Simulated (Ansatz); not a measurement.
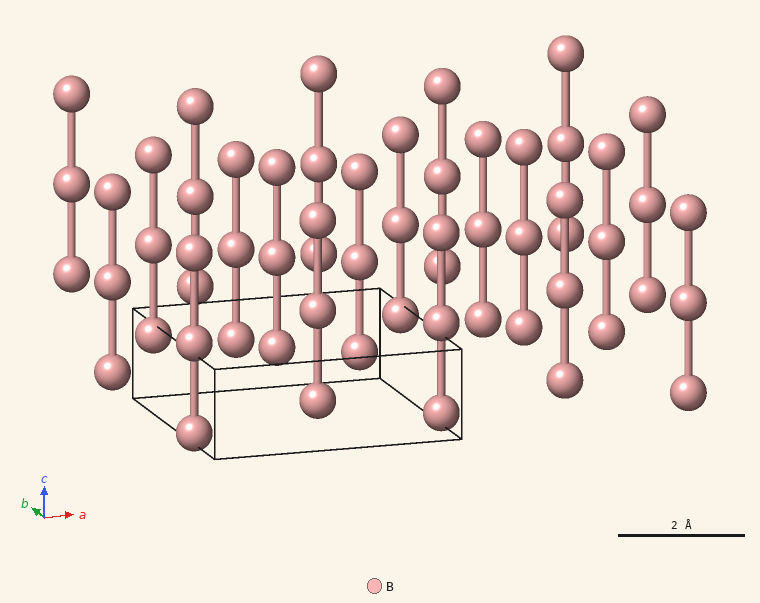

**Figure 1.** The structure as given in the input (ball-and-stick view of the cell 2 times as large as that of the calculation, set on its symmetry axes, repeated 2 × 2 × 3, seen slightly off an axis).

## Geometry relaxation, with input and output: B (part 1 of 2)

System: B (I4₁/amd, 2 atoms in the cell).
Method: DFT, PBE, PAW with Ansatz's default frozen-core files, scalar-relativistic, no spin polarisation (Ansatz 0.2.0).

Its volume is 0.80 times that of the source entry. It belongs to a series of runs on one base structure; here: shape and atoms relaxed at 0.8 of the volume.

**The program's output**
```
basis.fft_grid_basis auto: the FFT boxes are laid along the combinations [[1, 1, 0], [0, 1, 0], [0, 0, 1]] of the cell's own vectors, 1.482, 3.029 and 3.029 Å long. The dense box has 15×24×24 points. Along the cell's own vectors, as sized, it would have 24×24×24, 1.60 times as many. Of the 16 symmetry operations that the crystal satisfies within crystal.symmetry.tolerance (time reversal apart; of a slab, those that keep its plane) the dense box along the cell's own vectors carries 16, and the one as laid loses 12 of those. basis.fft_grid_basis: typed keeps the cell's own vectors: state it where this run's energies or levels are differenced outside the engine with another run's, or held beside a run that keeps those vectors.
Engine: ansatz 0.2.0, x86_64-unknown-linux-gnu
Pseudopotentials: kind: paw
Pseudopotential: B, paw, valence charge 3, recommended cutoff 420 eV (normal), B.paw.azcp
Functional definition: PBE
  parameter kappa = 0.804
  parameter beta = 0.06672455060314922
  exchange = pbe_x(kappa = kappa, mu = beta*pi^2/3)
  correlation = pbe_c(beta = beta)
Crystal: 2 atoms, lattice volume = 12.783 Å³
Basis set: ecut = 420 eV, 239 PW (Γ), FFT grids on a1+a2, a2, a3, exchange–correlation on 30×48×48 points (8 copies of the dense FFT grid, shifted against one another)
Bands: 7, of which v1, the nominal top of the filled ones, is band 3 counted from 1 (2 counted from 0)
Symmetry: 16 space group operations
Space group: I41/amd (ITA 141), of the structure as read, at distance tolerance 2.3e-5 Å
k-points: 726 of 9261
Non-local potential: B, projectors of the file, l = 0: 2, l = 1: 2, l = 2: 1
PAW form: soft (Blöchl's): semilocal exchange-correlation on the pseudo side does not see the compensation charge
PAW one-centre angular grid: B, 110 points (default); XC on 64 Gauss nodes
Initial density: superposition of atomic densities (neutral atoms: chi_scale 0, normalization atom), corrected by the library's trained network
Initial wavefunctions: pseudopotential atomic-orbital guess
Functional: x = pbe(κ = 0.804, μ = 0.2195149727645171), c = pbe(β = 0.06672455060314922)
SCF iter   1: F=—  HF=-309.393405 eV  |F-HF|=—  |Δ(HF+E_count)|=         —  Δρ=7.08e-3  dr2=5.56e-3  ethr=1.77e-3  ⟨swp⟩=4.5  Hψ=35185  notcnv=0
preconditioner: auto → none  [metal: Δε(μ)=0.009 eV  Ē_g=15.355 eV  σ=0.050 eV  W_gap=0.05  n_scr=4 (ndim 8)  ℏωp=25.4 eV  f_vac=0.000  D(μ)=0.41/eV (n_scr^D=4)  sad-step TF]
SCF iter   2: F=—  HF=-309.392795 eV  |F-HF|=—  |Δ(HF+E_count)|=   6.10e-4  Δρ=4.51e-3  dr2=2.31e-3  ethr=9.27e-5  ⟨swp⟩=1.0  Hψ=10890  notcnv=0
SCF iter   3: F=—  HF=-309.392478 eV  |F-HF|=—  |Δ(HF+E_count)|=   3.17e-4  Δρ=3.65e-4  dr2=6.87e-6  ethr=3.84e-5  ⟨swp⟩=2.6  Hψ=7771  notcnv=0
SCF iter   4: F=—  HF=-309.392486 eV  |F-HF|=—  |Δ(HF+E_count)|=   8.53e-6  Δρ=5.53e-5  dr2=2.88e-7  ethr=1.14e-7  ⟨swp⟩=1.8  Hψ=6398  notcnv=0
iter 5 did not close the SCF: its close was put off for the readings that it lacked (scf_convergence_deferred on its scf_iter line)
SCF iter   5: F=-309.392486 eV  HF=-309.392486 eV  |F-HF|=6.92e-11  |Δ(HF+E_count)|=   9.21e-8  Δρ=5.58e-6  dr2=1.54e-9  ethr=4.80e-9  ⟨swp⟩=2.0  Hψ=6945  notcnv=0
SCF iter   6: F=-309.392486 eV  HF=-309.392486 eV  |F-HF|=9.66e-13  |Δ(HF+E_count)|=  9.70e-11  Δρ=1.71e-7  dr2=1.64e-12  ethr=2.56e-11  ⟨swp⟩=1.2  Hψ=14367  notcnv=0
SCF 1 converged in 6 iterations: F = -309.392486 eV  dr2 = 1.64e-12
  greatest PAW one-centre occupation: 0.598 electrons in one spin orbital (limit 2), on the B atom at site 1 (counted from 0), in its partial waves of l = 0
relax step   1: F+E_penalty+E_count = -309.39248634 eV  Δ(F+E_penalty+E_count) = +0.000e0 eV  max|allowed force component| = 8.674e-19 eV/Å  Δτ_max = 0.0000 Å  P = +59.089 GPa  Ω = 12.783 Å³  fix = [volume]  reactions: volume +59.089 GPa  (6 SCF iters, dr2 threshold 1.00e-7 eV, accepted)
Basis set: ecut = 420 eV, 247 PW (Γ), FFT grids on a1+a2, a2, a3, exchange–correlation on 30×48×48 points (8 copies of the dense FFT grid, shifted against one another)
Initial density: handed on by an earlier stage of this run
Initial wavefunctions: those handed on with the density
iter 1 solved again at ethr=5.17e-4 eV; its pass at ethr=3.10e-3 eV (dr2=3.10e-2 eV) is discarded
SCF iter   1: F=—  HF=-309.654129 eV  |F-HF|=—  |Δ(HF+E_count)|=         —  Δρ=2.02e-2  dr2=3.05e-2  ethr=5.17e-4  ⟨swp⟩=1.0  Hψ=48168  notcnv=0
preconditioner: auto → none  [metal: Δε(μ)=0.035 eV  Ē_g=15.215 eV  σ=0.050 eV  W_gap=0.17  n_scr=4 (ndim 8)  ℏωp=25.4 eV  f_vac=0.000  D(μ)=0.31/eV (n_scr^D=0)]
SCF iter   2: F=—  HF=-309.644028 eV  |F-HF|=—  |Δ(HF+E_count)|=   1.01e-2  Δρ=7.94e-3  dr2=4.37e-3  ethr=5.09e-4  ⟨swp⟩=2.0  Hψ=7327  notcnv=0
SCF iter   3: F=—  HF=-309.642368 eV  |F-HF|=—  |Δ(HF+E_count)|=   1.66e-3  Δρ=3.46e-4  dr2=4.30e-6  ethr=7.28e-5  ⟨swp⟩=2.1  Hψ=6954  notcnv=0
SCF iter   4: F=—  HF=-309.642371 eV  |F-HF|=—  |Δ(HF+E_count)|=   3.49e-6  Δρ=4.20e-5  dr2=1.55e-7  ethr=7.16e-8  ⟨swp⟩=1.7  Hψ=6451  notcnv=0
iter 5 did not close the SCF: its close was put off for the readings that it lacked (scf_convergence_deferred on its scf_iter line)
SCF iter   5: F=-309.642371 eV  HF=-309.642371 eV  |F-HF|=3.31e-11  |Δ(HF+E_count)|=   2.55e-8  Δρ=1.83e-6  dr2=2.43e-10  ethr=2.58e-9  ⟨swp⟩=2.1  Hψ=7040  notcnv=0
SCF iter   6: F=-309.642371 eV  HF=-309.642371 eV  |F-HF|=6.82e-13  |Δ(HF+E_count)|=  5.27e-11  Δρ=1.39e-7  dr2=1.05e-12  ethr=4.05e-12  ⟨swp⟩=1.0  Hψ=14156  notcnv=0
SCF 2 converged in 6 iterations: F = -309.642371 eV  dr2 = 1.05e-12
  greatest PAW one-centre occupation: 0.571 electrons in one spin orbital (limit 2), on the B atom at site 1 (counted from 0), in its partial waves of l = 0
relax step   2: F+E_penalty+E_count = -309.64237131 eV  Δ(F+E_penalty+E_count) = -2.499e-1 eV  max|allowed force component| = 5.204e-18 eV/Å  Δτ_max = 0.0000 Å  P = +38.242 GPa  Ω = 12.783 Å³  energy of the carried Pulay correction = +1.726e-4 eV  fix = [volume]  reactions: volume +38.242 GPa  (6 SCF iters, dr2 threshold 2.00e-7 eV, accepted)
iter 1 solved again at ethr=1.29e-4 eV; its pass at ethr=3.10e-3 eV (dr2=7.72e-3 eV) is discarded
SCF iter   1: F=—  HF=-309.682512 eV  |F-HF|=—  |Δ(HF+E_count)|=         —  Δρ=1.01e-2  dr2=7.63e-3  ethr=1.29e-4  ⟨swp⟩=1.0  Hψ=45844  notcnv=0
preconditioner: auto → none  [metal: Δε(μ)=0.009 eV  Ē_g=15.160 eV  σ=0.050 eV  W_gap=0.05  n_scr=4 (ndim 8)  ℏωp=25.4 eV  f_vac=0.000  D(μ)=0.34/eV (n_scr^D=0)]
SCF iter   2: F=—  HF=-309.680074 eV  |F-HF|=—  |Δ(HF+E_count)|=   2.44e-3  Δρ=4.02e-3  dr2=1.13e-3  ethr=1.27e-4  ⟨swp⟩=1.0  Hψ=5082  notcnv=0
SCF iter   3: F=—  HF=-309.679653 eV  |F-HF|=—  |Δ(HF+E_count)|=   4.21e-4  Δρ=1.57e-4  dr2=9.10e-7  ethr=1.89e-5  ⟨swp⟩=1.7  Hψ=6488  notcnv=0
SCF iter   4: F=—  HF=-309.679655 eV  |F-HF|=—  |Δ(HF+E_count)|=   2.44e-6  Δρ=1.56e-5  dr2=1.65e-8  ethr=1.52e-8  ⟨swp⟩=1.8  Hψ=6549  notcnv=0
iter 5 did not close the SCF: its close was put off for the readings that it lacked (scf_convergence_deferred on its scf_iter line)
SCF iter   5: F=-309.679655 eV  HF=-309.679655 eV  |F-HF|=1.48e-12  |Δ(HF+E_count)|=   1.52e-9  Δρ=6.64e-7  dr2=3.01e-11  ethr=2.76e-10  ⟨swp⟩=2.0  Hψ=6728  notcnv=0
SCF iter   6: F=-309.679655 eV  HF=-309.679655 eV  |F-HF|=1.14e-13  |Δ(HF+E_count)|=  4.66e-12  Δρ=6.41e-8  dr2=1.48e-13  ethr=1.00e-12  ⟨swp⟩=1.0  Hψ=13181  notcnv=0
SCF 3 converged in 6 iterations: F = -309.679655 eV  dr2 = 1.48e-13
  greatest PAW one-centre occupation: 0.557 electrons in one spin orbital (limit 2), on the B atom at site 1 (counted from 0), in its partial waves of l = 0
relax step   3: F+E_penalty+E_count = -309.67965538 eV  Δ(F+E_penalty+E_count) = -3.728e-2 eV  max|allowed force component| = 3.469e-18 eV/Å  Δτ_max = 0.0000 Å  P = +29.167 GPa  Ω = 12.783 Å³  energy of the carried Pulay correction = +2.639e-4 eV  fix = [volume]  reactions: volume +29.167 GPa  (6 SCF iters, dr2 threshold 2.00e-7 eV, accepted)
iter 1 solved again at ethr=2.71e-6 eV; its pass at ethr=3.10e-3 eV (dr2=1.63e-4 eV) is discarded
SCF iter   1: F=—  HF=-309.680457 eV  |F-HF|=—  |Δ(HF+E_count)|=         —  Δρ=1.52e-3  dr2=1.75e-4  ethr=2.71e-6  ⟨swp⟩=1.6  Hψ=42057  notcnv=0
preconditioner: auto → none  [metal: Δε(μ)=0.003 eV  Ē_g=15.154 eV  σ=0.050 eV  W_gap=0.01  n_scr=4 (ndim 8)  ℏωp=25.4 eV  f_vac=0.000  D(μ)=0.36/eV (n_scr^D=4)]
SCF iter   2: F=—  HF=-309.680404 eV  |F-HF|=—  |Δ(HF+E_count)|=   5.32e-5  Δρ=6.07e-4  dr2=2.64e-5  ethr=2.71e-6  ⟨swp⟩=1.0  Hψ=5088  notcnv=0
iter 3 did not close the SCF: its close was put off for the readings that it lacked (scf_convergence_deferred on its scf_iter line)
SCF iter   3: F=-309.680394 eV  HF=-309.680394 eV  |F-HF|=4.95e-9  |Δ(HF+E_count)|=   9.85e-6  Δρ=2.10e-5  dr2=1.63e-8  ethr=4.40e-7  ⟨swp⟩=1.6  Hψ=6397  notcnv=0
iter 4 did not close the SCF: its close was put off for the readings that it lacked (scf_convergence_deferred on its scf_iter line)
SCF iter   4: F=-309.680394 eV  HF=-309.680394 eV  |F-HF|=1.18e-10  |Δ(HF+E_count)|=   1.44e-8  Δρ=1.94e-6  dr2=1.33e-10  ethr=2.72e-10  ⟨swp⟩=1.6  Hψ=6031  notcnv=0
iter 5 did not close the SCF: its close was put off for the readings that it lacked (scf_convergence_deferred on its scf_iter line)
SCF iter   5: F=-309.680394 eV  HF=-309.680394 eV  |F-HF|=7.96e-13  |Δ(HF+E_count)|=  1.29e-10  Δρ=1.95e-7  dr2=2.96e-12  ethr=2.21e-12  ⟨swp⟩=2.0  Hψ=7276  notcnv=0
SCF iter   6: F=-309.680394 eV  HF=-309.680394 eV  |F-HF|=0.00e0  |Δ(HF+E_count)|=  3.41e-13  Δρ=7.51e-9  dr2=2.15e-15  ethr=1.00e-12  ⟨swp⟩=1.0  Hψ=12342  notcnv=0
SCF 4 converged in 6 iterations: F = -309.680394 eV  dr2 = 2.15e-15
  greatest PAW one-centre occupation: 0.555 electrons in one spin orbital (limit 2), on the B atom at site 1 (counted from 0), in its partial waves of l = 0
relax step   4: F+E_penalty+E_count = -309.68039395 eV  Δ(F+E_penalty+E_count) = -7.386e-4 eV  max|allowed force component| = 8.674e-18 eV/Å  Δτ_max = 0.0000 Å  P = +27.877 GPa  Ω = 12.783 Å³  energy of the carried Pulay correction = +2.784e-4 eV  fix = [volume]  reactions: volume +27.877 GPa  (6 SCF iters, dr2 threshold 2.00e-7 eV, accepted)
iter 1 solved again at ethr=1.27e-8 eV; its pass at ethr=3.10e-3 eV (dr2=7.61e-7 eV) is discarded
SCF iter   1: F=—  HF=-309.680396 eV  |F-HF|=—  |Δ(HF+E_count)|=         —  Δρ=1.04e-4  dr2=8.22e-7  ethr=1.27e-8  ⟨swp⟩=1.6  Hψ=41954  notcnv=0
preconditioner: auto → none  [metal: Δε(μ)=0.013 eV  Ē_g=15.155 eV  σ=0.050 eV  W_gap=0.07  n_scr=4 (ndim 8)  ℏωp=25.4 eV  f_vac=0.000  D(μ)=0.36/eV (n_scr^D=4)]
iter 2 did not close the SCF: its close was put off for the readings that it lacked (scf_convergence_deferred on its scf_iter line)
SCF iter   2: F=-309.680398 eV  HF=-309.680398 eV  |F-HF|=5.68e-8  |Δ(HF+E_count)|=   2.31e-6  Δρ=4.14e-5  dr2=1.24e-7  ethr=1.27e-8  ⟨swp⟩=1.0  Hψ=5092  notcnv=0
iter 3 did not close the SCF: its close was put off for the readings that it lacked (scf_convergence_deferred on its scf_iter line)
SCF iter   3: F=-309.680398 eV  HF=-309.680398 eV  |F-HF|=2.20e-11  |Δ(HF+E_count)|=   4.65e-8  Δρ=1.41e-6  dr2=7.29e-11  ethr=2.06e-9  ⟨swp⟩=1.6  Hψ=6375  notcnv=0
iter 4 did not close the SCF: its close was put off for the readings that it lacked (scf_convergence_deferred on its scf_iter line)
SCF iter   4: F=-309.680398 eV  HF=-309.680398 eV  |F-HF|=3.41e-13  |Δ(HF+E_count)|=  7.17e-11  Δρ=1.27e-7  dr2=5.46e-13  ethr=1.22e-12  ⟨swp⟩=2.0  Hψ=6909  notcnv=0
iter 5 did not close the SCF: its close was put off for the readings that it lacked (scf_convergence_deferred on its scf_iter line)
SCF iter   5: F=-309.680398 eV  HF=-309.680398 eV  |F-HF|=0.00e0  |Δ(HF+E_count)|=  3.41e-13  Δρ=1.32e-8  dr2=1.34e-14  ethr=1.00e-12  ⟨swp⟩=1.0  Hψ=5082  notcnv=0
SCF iter   6: F=-309.680398 eV  HF=-309.680398 eV  |F-HF|=0.00e0  |Δ(HF+E_count)|=  5.68e-14  Δρ=6.08e-10  dr2=1.27e-17  ethr=1.00e-12  ⟨swp⟩=1.0  Hψ=12342  notcnv=0
SCF 5 converged in 6 iterations: F = -309.680398 eV  dr2 = 1.27e-17
relax step   5: F+E_penalty+E_count = -309.68039811 eV  Δ(F+E_penalty+E_count) = -4.160e-6 eV  max|allowed force component| = 1.735e-18 eV/Å  Δτ_max = 0.0000 Å  P = +27.791 GPa  Ω = 12.783 Å³  energy of the carried Pulay correction = +2.794e-4 eV  fix = [volume]  reactions: volume +27.791 GPa  (6 SCF iters, dr2 threshold 1.43e-7 eV, accepted)
Basis set: ecut = 420 eV, 247 PW (Γ), FFT grids on a1+a2, a2, a3, exchange–correlation on 30×40×40 points (8 copies of the dense FFT grid, shifted against one another)
Initial wavefunctions: pseudopotential atomic-orbital guess (no wavefunctions were taken with the density)
iter 1 solved again at ethr=4.46e-8 eV; its pass at ethr=3.10e-3 eV (dr2=2.68e-6 eV) is discarded
SCF iter   1: F=—  HF=-309.681678 eV  |F-HF|=—  |Δ(HF+E_count)|=         —  Δρ=4.19e-4  dr2=2.44e-6  ethr=4.46e-8  ⟨swp⟩=2.8  Hψ=50012  notcnv=0
preconditioner: auto → none  [metal: Δε(μ)=0.013 eV  Ē_g=15.155 eV  σ=0.050 eV  W_gap=0.06  n_scr=4 (ndim 8)  ℏωp=25.4 eV  f_vac=0.000  D(μ)=0.36/eV (n_scr^D=4)]
SCF iter   2: F=—  HF=-309.681682 eV  |F-HF|=—  |Δ(HF+E_count)|=   3.91e-6  Δρ=2.14e-4  dr2=6.35e-7  ethr=4.06e-8  ⟨swp⟩=1.0  Hψ=5082  notcnv=0
SCF iter   3: F=—  HF=-309.681684 eV  |F-HF|=—  |Δ(HF+E_count)|=   2.01e-6  Δρ=1.39e-6  dr2=3.56e-11  ethr=1.06e-8  ⟨swp⟩=2.0  Hψ=7295  notcnv=0
iter 4 did not close the SCF: its close was put off for the readings that it lacked (scf_convergence_deferred on its scf_iter line)
SCF iter   4: F=-309.681684 eV  HF=-309.681684 eV  |F-HF|=1.93e-12  |Δ(HF+E_count)|=  7.38e-11  Δρ=2.03e-7  dr2=6.04e-13  ethr=1.00e-12  ⟨swp⟩=1.9  Hψ=6678  notcnv=0
iter 5 did not close the SCF: its close was put off for the readings that it lacked (scf_convergence_deferred on its scf_iter line)
SCF iter   5: F=-309.681684 eV  HF=-309.681684 eV  |F-HF|=0.00e0  |Δ(HF+E_count)|=  1.93e-12  Δρ=5.45e-9  dr2=1.90e-15  ethr=1.00e-12  ⟨swp⟩=1.0  Hψ=5082  notcnv=0
iter 6 did not close the SCF: its close was put off for the readings that it lacked (scf_convergence_deferred on its scf_iter line)
SCF iter   6: F=-309.681684 eV  HF=-309.681684 eV  |F-HF|=5.68e-14  |Δ(HF+E_count)|=  1.14e-13  Δρ=6.58e-10  dr2=2.67e-17  ethr=1.00e-12  ⟨swp⟩=1.0  Hψ=5082  notcnv=0
iter 7 did not close the SCF: its close was put off for the readings that it lacked (scf_convergence_deferred on its scf_iter line)
SCF iter   7: F=-309.681684 eV  HF=-309.681684 eV  |F-HF|=1.14e-13  |Δ(HF+E_count)|=    0.00e0  Δρ=1.08e-10  dr2=3.68e-19  ethr=1.00e-12  ⟨swp⟩=1.0  Hψ=5082  notcnv=0
SCF iter   8: F=-309.681684 eV  HF=-309.681684 eV  |F-HF|=1.14e-13  |Δ(HF+E_count)|=  1.14e-13  Δρ=1.51e-11  dr2=2.63e-20  ethr=1.00e-12  ⟨swp⟩=1.0  Hψ=12343  notcnv=0
SCF 6 converged in 8 iterations: F = -309.681684 eV  dr2 = 2.63e-20
```
